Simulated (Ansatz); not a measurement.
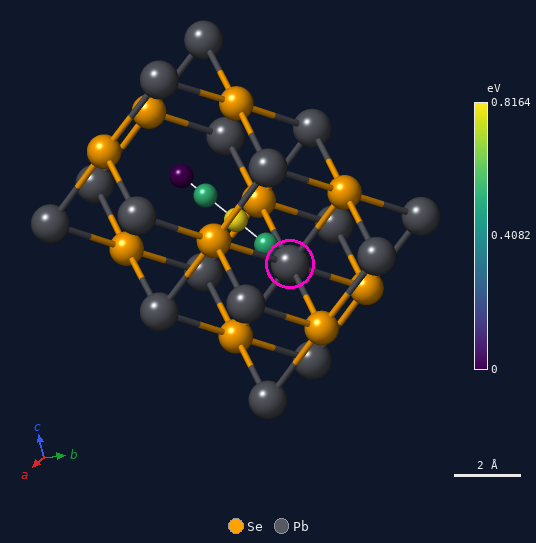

A search for the minimum-energy path of a defect cell of composition Pb$_{7}$Se$_{8}$ with a Pb vacancy (15 atoms in the cell) by the nudged elastic band. Images are numbered from 0 (start) to 4 (end). The start is drawn whole; smaller spheres mark the moving atoms (Pb) in the later images, joined by lines and coloured by the energy of the image relative to the start. The picture is a ball-and-stick view of the atoms within 5.8 Å of the middle of the path, seen slightly off an axis. The moving atom is ringed, with any periodic copies. Bonds to atoms that aren't drawn are left out.

The calculation used DFT, PAW plane waves, PBE in Ansatz 0.2.0. Run with plane-wave cutoff 420 eV; k-point mesh 2 × 2 × 2; Fermi-Dirac smearing 0.05 eV; 3 movable images; climbing image; force threshold 0.05 eV/Å; iteration limit 40.

> What moves, how far, and at what cost in energy?

It is a vacancy jump: a nearby atom moves into the empty site and leaves its own site empty. A Pb atom travels furthest, 4.31 Å from end to end, along [0 −1 1], on a straight line. At the highest image its nearest neighbour (Se) is 2.85 Å away, against 3.04 Å at the start, and the surrounding atoms stand up to 0.68 Å off the mean of their end positions. The barrier is about 0.82 eV in both directions, with image 2 at the top; the ends have the same energy. The band is converged.
